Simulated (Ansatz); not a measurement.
A structure file:

```
Sn O
1.0
     3.97338   -0.00002    0.00000
     0.00002    3.97338    0.00000
     0.00000    0.00000   30.63492
Sn O
2 2
Direct
  0.75000 0.25000 0.46311
  0.25000 0.75000 0.53689
  0.25000 0.25000 0.50000
  0.75000 0.75000 0.50000
```

**Work out the structure from the coordinates.**

The solid is SnO. It has 4 atoms to the cell (2 Sn, 2 O). Each Sn is bonded to four O at 2.29 Å. Each O has four Sn in a distorted tetrahedral arrangement at 2.29 Å. The bonds build SnO layers parallel to (001).

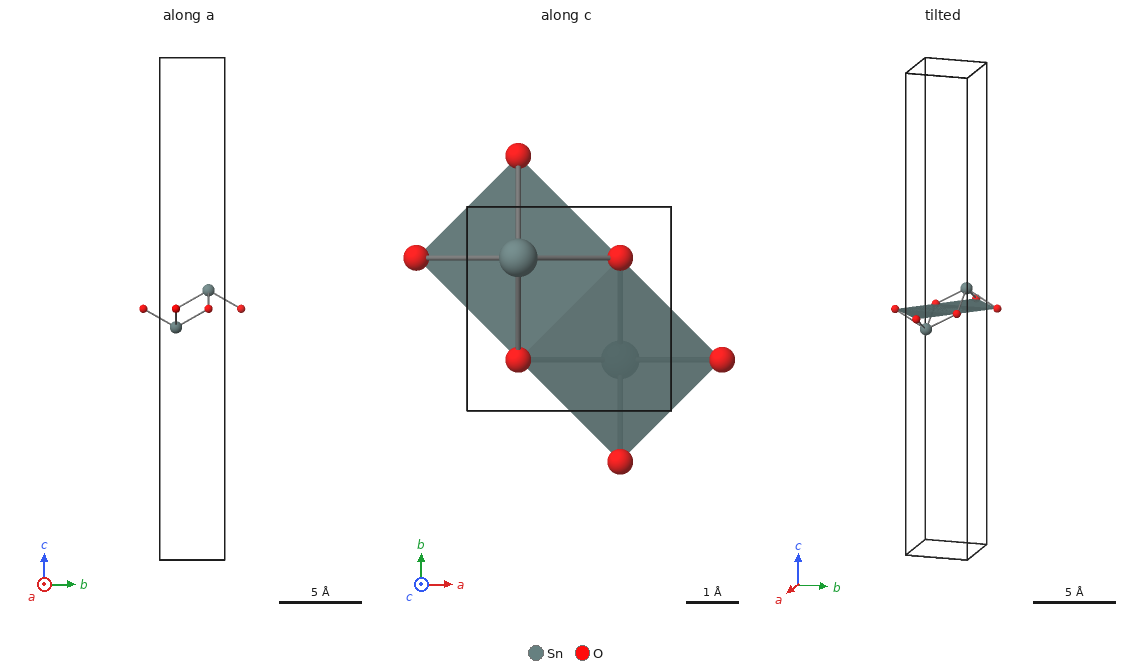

This polyhedral model is shown along the a axis, along the c axis and slightly off an axis. The lines enclose the simulation cell; boundary atoms appear with their images. Some atoms of the next cells are drawn as well.

It goes back to a structure listed in the Materials Project, from which a slab or single sheet was cut. The cell was then strained or its atoms displaced on purpose. The atoms were relaxed in a fixed cell with DFT PBE+D3(BJ), scalar-relativistic, plane waves, PAW in Ansatz 0.2.0.
